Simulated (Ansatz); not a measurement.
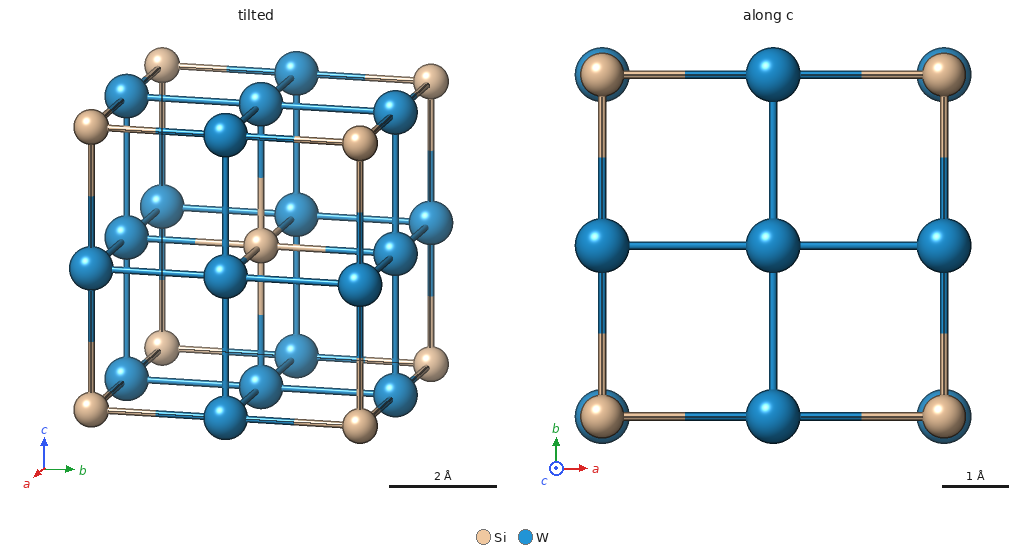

The crystal in a ball-and-stick representation, seen slightly off an axis and along the c axis. Thin lines show the conventional unit cell, with boundary atoms drawn in all their periodic places.

SiW₃, space group I4/mmm (No. 139), a = 5.21 Å, b = 5.21 Å, c = 5.44 Å, α = 90.00°, β = 90.00°, γ = 90.00°.

The numbers come from DFT PBE, scalar-relativistic, plane waves, PAW in Ansatz, using a kinetic-energy cutoff of 420 eV, k-points about 0.12 Å⁻¹ apart, Gaussian smearing of 0.15 eV, no spin polarisation.

> How large a gap does the method give, if there is one?

A metal: bands cross the Fermi level.

> Under what pressure is the structure?

The computed pressure is -6.9 GPa (stretched: it would shrink). The stress isn't hydrostatic: its largest component is 14.1 GPa.

Origin of the cell: a structure listed in the Materials Project. The cell was then strained or its atoms displaced on purpose. It was run through Ansatz as a DFT input.

At this level of theory the run's own cell isn't at rest (stretched, at -7 GPa), so its distances can differ from those at equilibrium, the more so the softer the solid.
